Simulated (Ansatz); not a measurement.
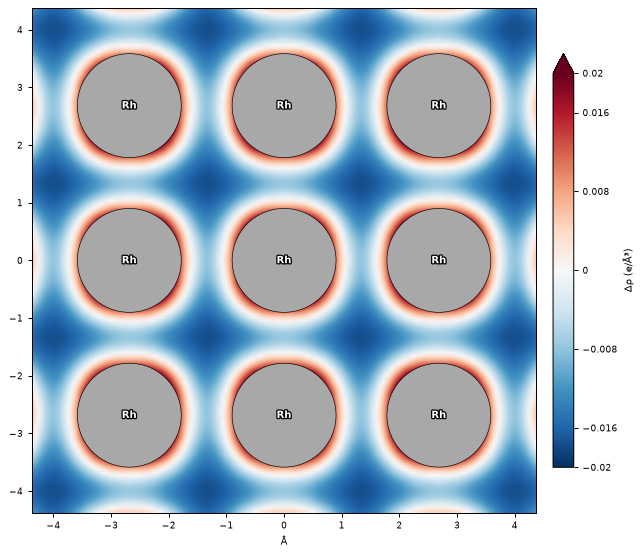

Rh. Difference of the valence pseudo-densities of two functionals at the same geometry, on the (110) plane of the calculation cell: BLYP less PBEsol.

Space group Fm-3m.

Both computed with Ansatz (plane waves, PAW), on the same k-point mesh. Grey discs cover the atomic cores.

Q: What does the difference map show?

A: Against PBEsol, BLYP gives less density in the space between the atoms (−0.016 e/Å³ on average) and a change of −0.008 e/Å³ at the midpoint of Rh–Rh.
